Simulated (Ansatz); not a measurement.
# Transmission past a defect: Au wire along [110], 4 atoms a period, NO placed on top of one Au, part 2 of 4

Aim: how much does this defect scatter, and at which energies?

Ansatz 0.2.0; DFT PBE, plane waves, PAW; relaxation of a wire's period (the session's first sound run).

So far. Step 2 (The relaxed wire): The cell's length comes to 2.704 Å with spin left out.

## (3) Bands of the perfect wire

This step: DFT PBE, plane waves, PAW; channels and complex bands of a perfect wire (Ansatz 0.2.0).

At the relaxed period the Bloch states of the perfect wire are found at each energy: those that move forward count the open channels, and those that decay describe how a disturbance dies away inside the wire itself. An energy step of 0.035 eV is under the 0.039 eV that the program asks for its thermal average at 300 K.

File input.yaml:

```yaml
crystal:
  lattice:
    - [8.88, 0.0, 0.0]
    - [0.0, 11.212, 0.0]
    - [0.0, 0.0, 2.7040281169]
  atoms:
    - { symbol: Au, position: [0.386950635, 0.681461448, 0.0] }
    - { symbol: Au, position: [0.37206976, 0.431110303, 0.0] }
    - { symbol: Au, position: [0.613049365, 0.31856944, 0.5] }
    - { symbol: Au, position: [0.62793024, 0.568920585, 0.5] }
kpoints:
  mp_grid: { grid: [1, 1, 30] }
scf:
  occupations: { method: fermi_dirac, width: 0.05 }
hamiltonian:
  xc: pbe
output:
  transmission:
    e_range: [-1.26, 1.26]
    de: 0.035
    kmesh: [1, 1]
    reduced_basis: true
    leads: [[0, 0]]
basis:
  ecutwfc: "350 eV"
```

Started as:

```console
ansatz run input.yaml --threads 4 --pin off --max-ram 16384MiB --backend cpu --events-out ev --progress --plain --runs-dir out
```

Numbers of over 12 decimals in the logs are rounded to 6 here.

The program printed:

```text
Warning: basis.ecutwfc = 350 eV is below the records' recommended 420 eV, and the density's cutoff is lower with it unless basis.ecutrho_ratio is high enough to keep the records' density cutoff: compare with a run at a higher cutoff
[...]
Crystal: 4 atoms, lattice volume = 269.220 Å³
Basis set: ecut = 350 eV, 3973 PW (Γ)
Bands: 46, of which v1, the nominal top of the filled ones, is band 38 counted from 1 (37 counted from 0)
Symmetry: 4 space group operations
[...]
k-points: 16 of 30
[...]
SCF iter   1: F=—  HF=-52594.223143 eV  |F-HF|=—  |Δ(HF+E_count)|=         —  Δρ=2.08e-3  dr2=1.69e-2  ethr=1.77e-3  ⟨swp⟩=7.1  Hψ=3024  notcnv=0  defer=3
[...]
SCF iter   8: F=-52594.228162 eV  HF=-52594.228162 eV  |F-HF|=6.64e-9  |Δ(HF+E_count)|=   2.50e-8  Δρ=1.74e-6  dr2=1.56e-8  ethr=1.32e-10  ⟨swp⟩=11.8  Hψ=2091  notcnv=0
SCF 1 converged in 8 iterations: F = -52594.228162 eV  dr2 = 1.56e-8
[...]
transmission: 4 of 24 steps passed
transmission: 8 of 24 steps passed
[...]
transmission: 24 of 24 steps passed
SCF converged after 8 iterations
Free energy (F): -52594.228162 eV
[...]
Internal energy: -52594.212293 eV  (E = F + TS)
E sigma→0 (E₀):  -52594.220227 eV
Entropy (-TS):   -0.015869 eV (-3.967 meV/atom)
Fermi energy:    1.210287 eV
[...]
--- Band table (eV; the first three rows and the last of 16) ---
  k-point 0: bands = [... 34 lower, -0.2936, -0.2106, 0.0009, 0.0601, 0.2813, 1.1972, 3.0537, 3.3265, ... 4 higher]
  k-point 1: bands = [... 34 lower, -0.3071, -0.2413, -0.0260, 0.0188, 0.3252, 1.2303, 3.1102, 3.3800, ... 4 higher]
  k-point 2: bands = [... 34 lower, -0.3285, -0.3052, -0.0899, -0.0814, 0.4347, 1.3219, 3.2706, 3.5327, ... 4 higher]
  k-point 15: bands = [... 34 lower, 0.2207, 0.2207, 3.2673, 3.2673, 4.8242, 4.8242, 5.8747, 5.8747, ... 4 higher]
--- Transmission ---
  basis      : 721 plane waves across, 4 finite elements along
  points     : 1, standing for a mesh of 1 x 1
  filling    : by the input's occupations and mesh, since the crystals that have channels conduct as metals do. If one of these is a semiconductor, that mesh has misplaced its level
  energies   : 73 from -1.260000 to 1.260000 eV about the Fermi level, 0.035000 eV apart; the leads are filled to 0.000000 eV, and channels, transmission and decay are at 0.000000 eV
  crystal 0  : Au4, at the sites [0, 0], period 2.7040 Å: whole cells are its period
    offset         : up to 0.0000 Å between an atom of the period and one for which it stands
    filled         : 14.2 meV under the level at which it is neutral
    channels       : 4.000000e0 a spin
    conductance    : 2.8227e14 S/m² at 300 K; may be off by some 0.0 % by where its bands' edges are placed, 3.2 % from the distance to neutral
```

Wall time 64 s (4 threads of Arm Neoverse V2, shared host); peak memory 1.4 GiB; 3.6 min of CPU time.

Numbers from this step:

```
energy at zero smearing                                  : -52594.2202 eV
channels at the energy nearest the Fermi level, one spin : 4
conductance of the lead as this run defines it           : 3.627 G₀
band gap                                                 : 0 eV
```

The open channels of the lead, one spin by energy, zero at the Fermi level:

```tsv
energy (eV)	open channels of the lead, one spin
-1.190	5
-1.015	4
-0.805	3
-0.595	3
-0.385	3
-0.210	3
0.000	4
0.210	4
0.385	4
0.595	4
0.805	4
1.015	4
1.190	4
```

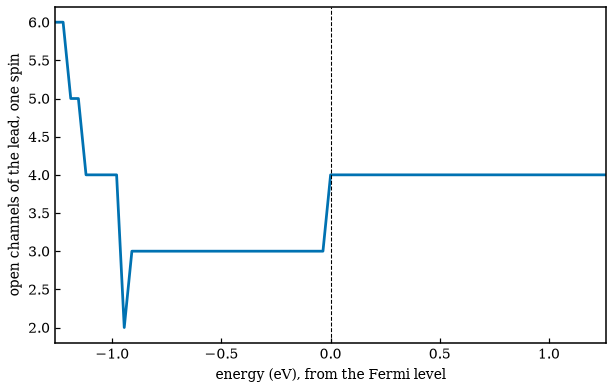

Open channels of the lead, one spin against energy.

The slowest values at each energy, most degenerate partners merged, listed up to 1.5 1/Å. Table of Im kz of the slowest decaying states by energy, zero at the Fermi level:

```tsv
energy (eV)	decay 1 (Å⁻¹)	decay 2 (Å⁻¹)	decay 3 (Å⁻¹)	decay 4 (Å⁻¹)
-1.2600	0.152	0.168	0.244	0.360
-1.0150	0.0964	0.130	0.194	0.246
-0.7350	0.201	0.213	0.264	0.289
-0.4900	0.216	0.300	0.306	0.308
-0.2450	0.182	0.308	0.323	0.330
0.0000	0.308	0.335	0.338	0.453
0.2450	0.305	0.334	0.347	0.511
0.4900	0.297	0.328	0.350	0.540
0.7350	0.284	0.318	0.348	0.547
1.0150	0.259	0.298	0.341	0.552
1.2600	0.226	0.273	0.329	0.554
```

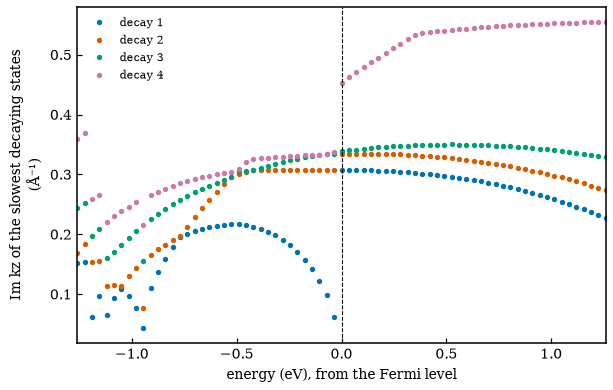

Im kz of the slowest decaying states, plotted against energy.

By hand: the program gives 2.8227 × 10^14 S/m² over the cell's cross-section of 99.56 Å² = 9.956 × 10^-19 m², so one cell conducts 2.810 × 10^-4 S. Divided by G0 = 2e²/h = 7.748 × 10^-5 S this is 3.63 G0, a resistance of 3.56 kΩ.

At the computed energy nearest the Fermi level there are 4 channels a spin, and the thermal average gives 3.63 G₀.

[end of part 2 of 4]

[Logs are printed without paths, hosts, clocks, repeated set-up lines and the standing remarks that a program may print on its own settings, such as how far it seeks lower states.]

[Hosts, paths, dates, database ids (printed as entryN), source tags and the programs' standing remarks are cut or masked in the printed files.]
